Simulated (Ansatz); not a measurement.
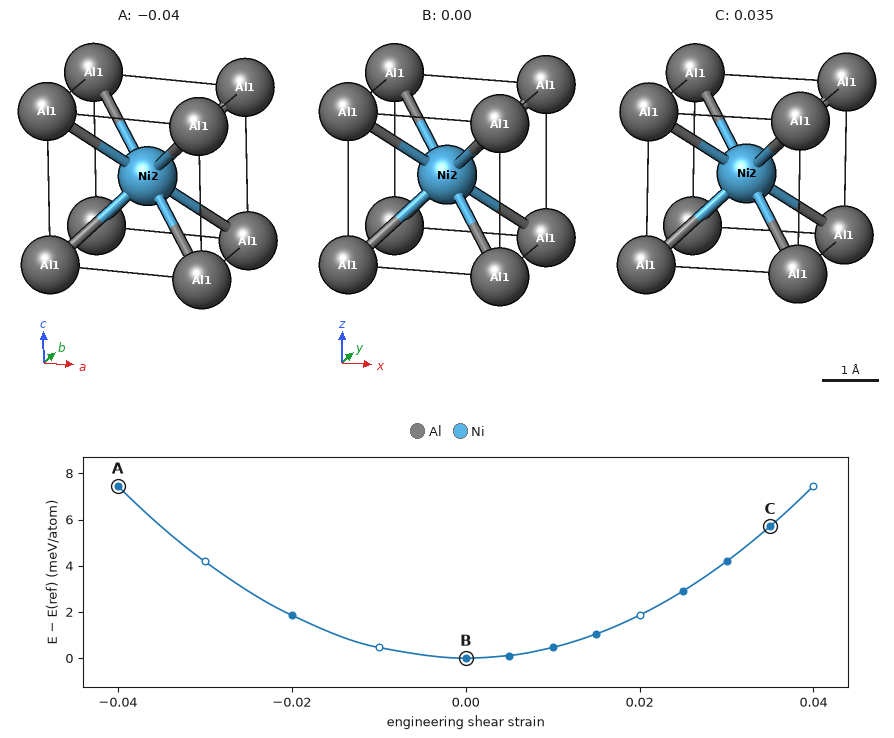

A crystal of AlNi (Pm-3m): the cell is strained in shear in the xz plane, with the atoms kept at their fractional coordinates. x, y and z are the Cartesian axes of the input. The lettered frames are marked on the plot. Hollow markers are points alike by symmetry, not computed again. The picture is a ball-and-stick view of the cell of the calculation, seen slightly off an axis.

Level of theory: Ansatz 0.2.0, DFT PBEsol, scalar-relativistic, plane waves, PAW. Settings: plane-wave cutoff 420 eV; k-point mesh 20 × 20 × 20; occupations gaussian; smearing width 0.15 eV; no spin polarisation. Energies (free energies at the smearing named) are counted from the relaxed crystal.

**Read off the main features of the energy profile.**

The lowest computed point lies at the strain 0.00 (0.00 meV/atom). The end points stand at 7.45 meV/atom (−0.04) and 7.45 meV/atom (0.04). The curvature at zero strain, (1/V) d²E/dε², is about 130 GPa; it is C₅₅ with clamped ions. The distortion takes the space group from Pm-3m to Cmmm. At the strain −0.04 the cell of the drawing goes a 2.862 → 2.863 Å, c 2.862 → 2.863 Å, β 90.0° → 92.3°.

Limits of the set-up: an element that often carries a moment was run without spin polarisation.
